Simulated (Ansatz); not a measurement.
Structure (in its standard cell), the end point of a relaxation with DFT r2SCAN, scalar-relativistic, plane waves, PAW (Ansatz); the starting structure was generated, so it need not be a known form of this composition:

Space group P6_3/mmc (No. 194). a = 4.573 Å, b = 4.573 Å, c = 5.194 Å, α = 90.00°, β = 90.00°, γ = 120.00°
| atom | site | symmetry | x | y | z |
| --- | --- | --- | --- | --- | --- |
| Au | 2b | -6m2 | 0.0000 | 0.0000 | 0.2500 |
| Au | 2d | -6m2 | 0.3333 | 0.6667 | 0.7500 |

### What does the kinematic electron diffraction pattern along [101] look like at 200 kV (B = 0.3 Å²)?

The spots form a centred rectangular net whose two shortest vectors correspond to d = 3.96 Å and 3.15 Å, 66.6° apart. They are 0 1 0 and 1 0 -1. The pattern has symmetry 2mm. A glide plane extinguishes reflections such as 1 -2 -1, 1 1 -1.

Strongest reflections with d > 1.22 Å, one of each family (|F|² from tabulated Gaussian fits of the electron scattering factors, times a small damping for the curvature of the Ewald sphere):

```
    hkl  d (Å)  I (strongest = 100)
2 -1 -2  1.716                  100
  0 3 0  1.320                   59
 1 0 -1  3.149                   42
  0 1 0  3.960                   17
 1 2 -1  1.438                   13
  0 2 0  1.980                    8
```

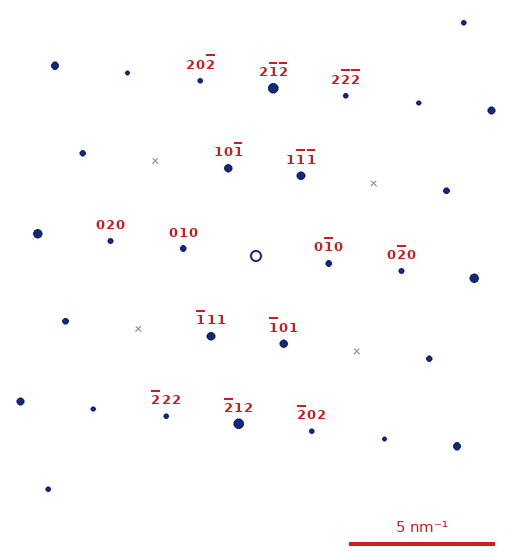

Calculated pattern, seen from the source side with [101] pointing towards the source; crosses mark the places of extinct reflections.
